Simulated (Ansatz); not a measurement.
```xyz
4
Lattice="3.0760 0.0000 0.0000 -1.5380 2.6639 0.0000 0.0000 0.0000 5.0480" Properties=species:S:1:pos:R:3 pbc="T T T"
Si    0.0000    1.7759    0.0000
Si    1.5380    0.8880    2.5240
C     0.0000    1.7759    1.9435
C     1.5380    0.8880    4.4675
```

Space group P6_3mc; not relaxed (largest force 0.8 eV/Å); the calculation finds a residual pressure of about 4 GPa at this fixed cell.

Level of theory: Ansatz, DFT PBE, scalar-relativistic, plane waves, PAW.

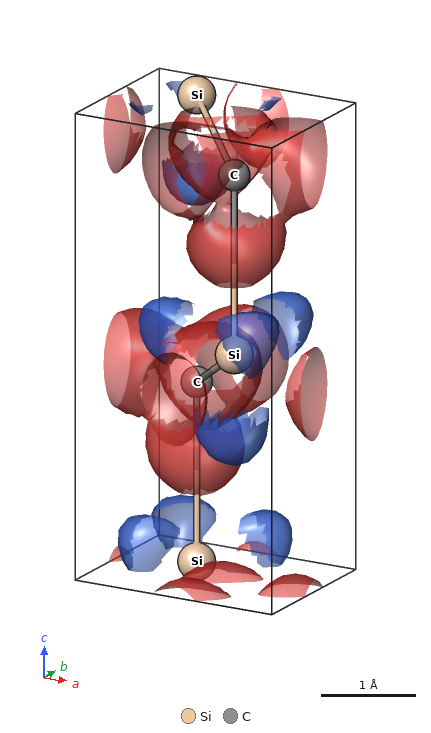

SiC. Deformation density (self-consistent density less superposed neutral spherical atoms): red surfaces at +0.1 and blue ones at −0.1 e/Å³, in the conventional cell seen slightly off an axis (the regions close to the nuclei are left out). Cores are masked to 0.8 Å (Si) and 0.6 Å (C).

Core electrons are frozen (PAW), so the fields are smoothed inside the atomic spheres.

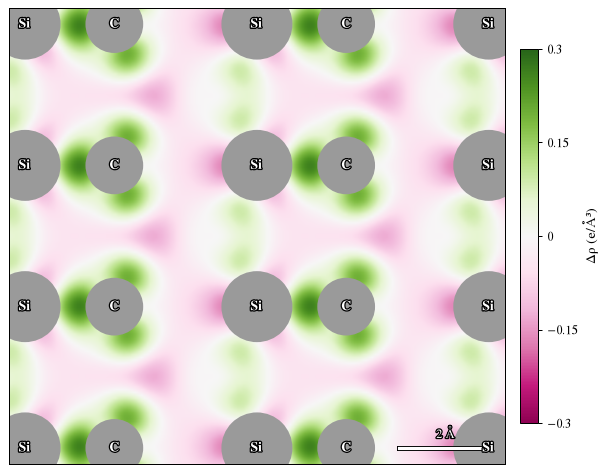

Also shown: a map on the (11̄0) plane of the conventional cell, with grey discs over the atomic cores.

Q: Read the map: where is density gained and where lost?

A: C–Si (1.87 Å): Δρ is +0.28 e/Å³ at the midpoint, with a peak of 0.31 e/Å³ 0.7 Å from C: bond charge of a polar bond.
Over the whole cell, outside the masked cores, the largest gain, 0.31 e/Å³, lies 0.8 Å from a carbon nucleus and 1.1 Å from a silicon one, and the largest loss, 0.15 e/Å³, lies 0.9 Å from a silicon nucleus.
In all about 0.33 e an atom is rearranged against the free atoms.
Bader charges: Si +2.78 and C −2.78 e.

Q: Does the calculation give a gap?

A: It is gapped, with a Kohn–Sham gap of 2.3 eV on the k-point mesh.

Cost of the run: 30 s on 2 threads of AMD EPYC 7R43 64-Core Processor (Zen 3) (shared host), peak memory 0.41 GiB.
